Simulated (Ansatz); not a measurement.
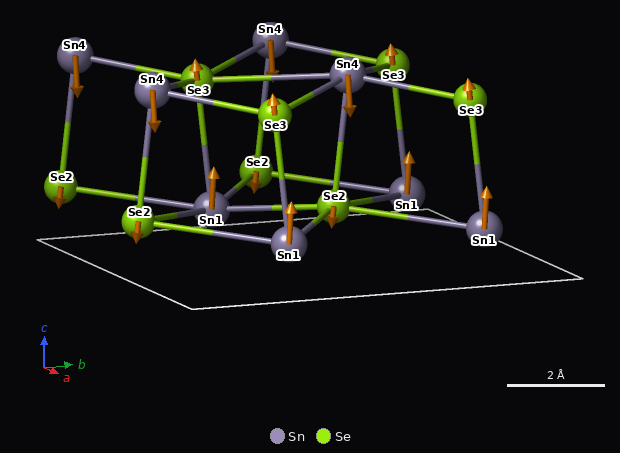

This is a relaxation of a slab of composition SnSe (cut from the Pnma phase). The starting structure is drawn; orange arrows show the displacements (the part carried along by the change of the cell is left out), 10 times their true length.

The picture is a ball-and-stick view of the 2 × 2 repeat of the cell, outlined in the plane, without the vacuum, seen slightly off an axis.

Case: one layer taken out of the bulk.

These are results of DFT PBE+D3(BJ), scalar-relativistic, plane waves, PAW in Ansatz 0.2.0, not measurements. Set-up: plane-wave cutoff 420 eV; k-point mesh 8 × 6 × 1; occupations gaussian; smearing width 0.02 eV; no spin polarisation; cell and atoms relaxed; force threshold 0.005 eV/Å; at most 80 steps.

**Atoms of which element are displaced furthest, and by how much?**

Tin: up to 0.091 Å, against 0.047 Å for selenium.

**What happened in the run?**

The largest moves relative to the cell and the layer's centre, 0.091 Å, are those of Sn1 and Sn4. Sn4 goes along the normal (−c). By element the largest moves are Sn 0.091 Å, Se 0.047 Å. In the plane the drawn cell goes a 8.334 → 8.536 Å (+2.4 %), b 8.777 → 9.004 Å (+2.6 %). Some distances before and after: Se3–Sn4 3.279 → 3.360 Å, Se3–Sn4 (another image) 2.817 → 2.869 Å, Se2–Sn4 2.767 → 2.726 Å. Bond angles that change, for instance: Se2–Sn4–Se3 88.5° → 91.7°, Sn1–Se2–Sn4 100.4° → 97.8°. Over 5 accepted moves (6 points after the start) the energy falls by 44.5 meV per cell of the calculation. Largest force component: 0.15 eV/Å at the start, 0.00078 eV/Å at the end. At 1 point the geometry stayed and the basis and grid were re-selected for the new cell (energy shift of 0.8 meV per cell of the calculation at most each time).
